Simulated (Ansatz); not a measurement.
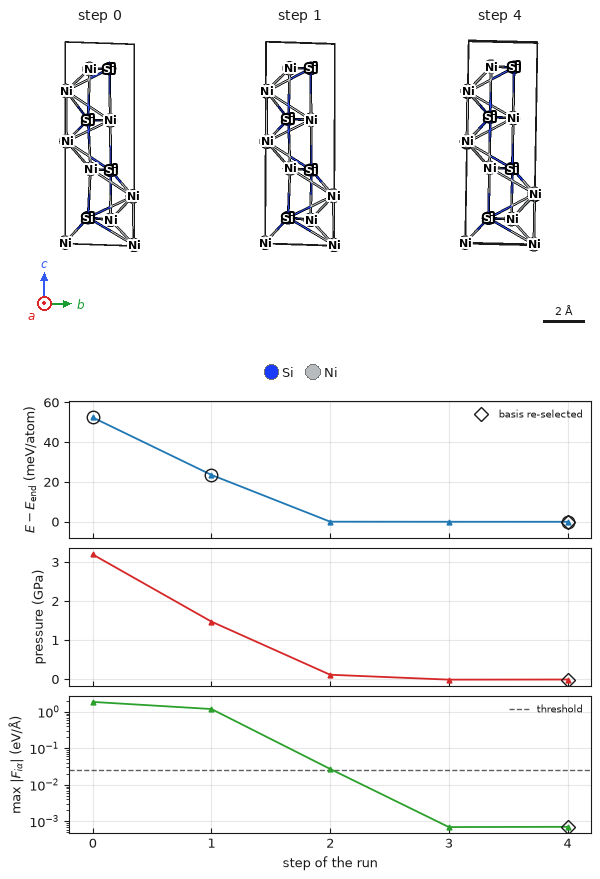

Frames of a relaxation of solid SiNi₂ (set up in P1) (coarse preliminary run), marked on the history of the run. The picture is a ball-and-stick view of the cell of the calculation, reduced to other axes, seen along the a axis. Lengths and directions refer to the drawn axes.

These are results of DFT PBE, scalar-relativistic, plane waves, PAW (Ansatz), not measurements. Set-up: plane-wave cutoff 420 eV; k-point mesh 6 × 6 × 2; occupations gaussian; smearing width 0.2 eV; no spin polarisation; cell and atoms relaxed; force threshold 0.025 eV/Å; at most 60 steps.

What happens along the run?

Answer. A Ni atom moves most relative to the cell: 0.12 Å along [−1 −1 0]. By element the largest moves are Ni 0.12 Å, Si 0.11 Å. The volume changes by +0.3 %, with a 3.900 → 3.912 Å (+0.3 %), b unchanged at 3.912 Å, c 9.957 → 9.983 Å (+0.3 %), α 91.0° → 90.0°, β 91.4° → 90.0°, γ 119.7° → 120.0°. Some distances before and after: Ni–Si 2.775 → 2.581 Å, Ni–Ni 2.396 → 2.580 Å, Ni–Si 2.754 → 2.580 Å, Ni–Si 2.409 → 2.580 Å. The space group (tolerance 0.01 Å) goes from P1 (No. 1) to P6_3/mmc (No. 194). After 3 accepted moves (4 points after the start) the energy has fallen by 52.5 meV per atom. Largest force component: 1.9 eV/Å at the start, 0.00071 eV/Å at the end. Pressure: 3.20 GPa at the start and −0.01 GPa at the end. At 1 point the geometry stayed and the basis and grid were re-selected for the new cell (energy shift of less than 0.05 meV per atom at most each time). From step 0 to 1: Ni atoms move most (0.04 Å), volume +0.2 %, energy −28.9 meV per atom. From step 1 to 4: a Ni atom moves most (0.09 Å), volume +0.2 %, energy −23.6 meV per atom.

Limits of the set-up: an element that often carries a moment was run without spin polarisation.
